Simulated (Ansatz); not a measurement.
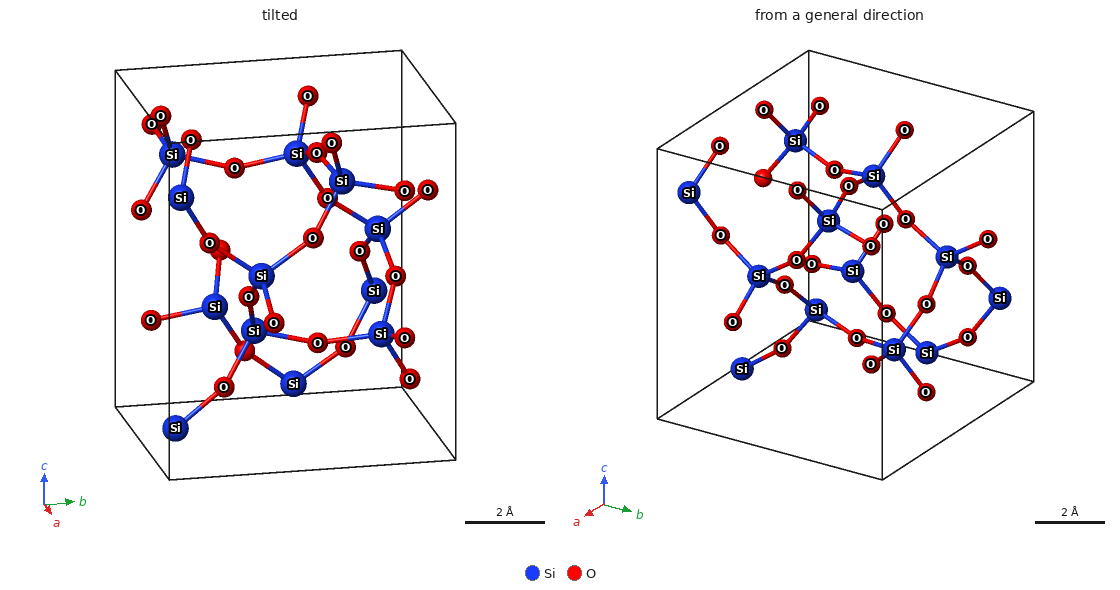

A ball-and-stick rendering, viewed slightly off an axis and from a general direction. The outline marks the supercell. The host is SiO2, in a cell of 36 sites, and the cell is neutral.

What imperfection does the supercell contain?

An oxygen vacancy. Around the empty site lie two Si at about 1.3 Å.

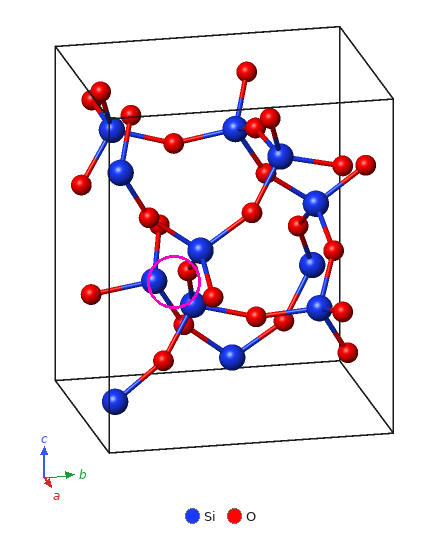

The same cell with a ring at the defect's site.

The atoms were relaxed in the host's cell with DFT PBE, scalar-relativistic, plane waves, PAW in Ansatz.
